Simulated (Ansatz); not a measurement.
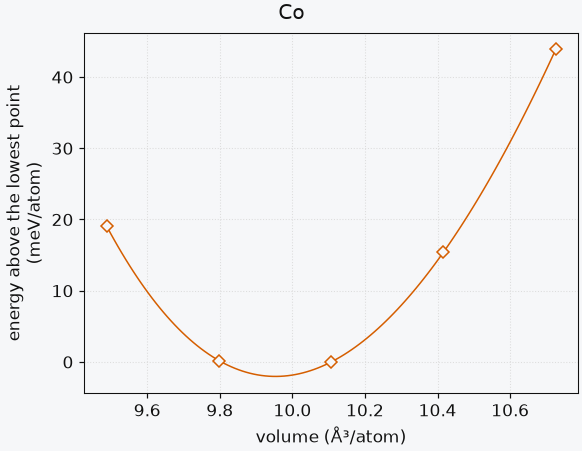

The figure shows the energy above the lowest point against volume for Co, space group Fm-3m (No. 225) (one of a set of cubic test structures, which need not be the stable phase).

Method: equation of state of a cubic crystal from periodic Kohn-Sham density functional theory without spin, third-order Birch-Murnaghan fit to the free energies; pressure corrected for the finite basis (Ansatz 0.2.0 development build). Level: r2SCAN.

structure type fcc; atoms in cell 1; space group number 225; lattice centring face-centred primitive; k mesh 17×17×17; occupation method Fermi–Dirac; occupation width 0.1 eV; wave cutoff 700 eV; datasets hard PAW; density tolerance 1e−09 eV; bands 13; density cutoff ratio 4; search for lower states default; xc grid level 2.

From this curve and the settings, what does the calculation give for the pressure at the same points?

The pressure falls from 15.2 GPa at volume 9.49 Å³/atom to −17.7 GPa at 10.73 Å³/atom, and changes sign near 9.96 Å³/atom.

```json
{"volume (Å³/atom)": "9.49", "pressure (GPa)": "15.2"}
{"volume (Å³/atom)": "9.80", "pressure (GPa)": "4.6"}
{"volume (Å³/atom)": "10.11", "pressure (GPa)": "-4.2"}
{"volume (Å³/atom)": "10.42", "pressure (GPa)": "-11.6"}
{"volume (Å³/atom)": "10.73", "pressure (GPa)": "-17.7"}
```

Limits of the calculation: cubic model structure, not the ambient form; known magnet treated without spin, far from its ground state; pseudopotentials made with PBE, not this functional.
